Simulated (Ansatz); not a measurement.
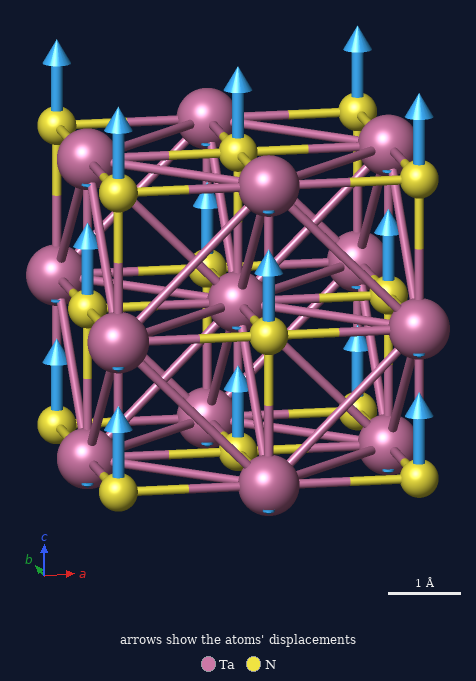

The lowest optical mode of a crystal of TaN relaxed at 30 GPa, space group Fm-3m (No. 225), at the zone centre. Displacements are drawn as blue arrows; their common scale and sign are arbitrary. A ball-and-stick model of the conventional cell (4 times the calculation's cell), seen slightly off an axis. Lengths and directions refer to the drawn axes.

The calculation used Ansatz, DFT PBE, scalar-relativistic, plane waves, PAW. (plane-wave cutoff 420 eV; k-point mesh 16 × 16 × 16; occupations fermi dirac; smearing width 0.15 eV; target pressure 30 GPa; no spin polarisation)

The frequencies depend somewhat on the k-mesh and the smearing.

Is the structure stable against all modes at this point?

Answer. Yes: this softest mode has a real frequency, and so have all others here. That speaks for this wave vector alone: the rest of the zone wasn't checked in this run. This is the T₁u mode (triply degenerate; one member of the set is drawn) at 480 cm⁻¹, the only optical level, infrared-active by symmetry. The N sublattice moves against the Ta sublattice, along c; it stretches the shortest N–Ta bonds (2.15 Å); the kinetic energy is shared as N 93 %, Ta 7 %. The crystal is a metal, so free carriers screen the infrared response.
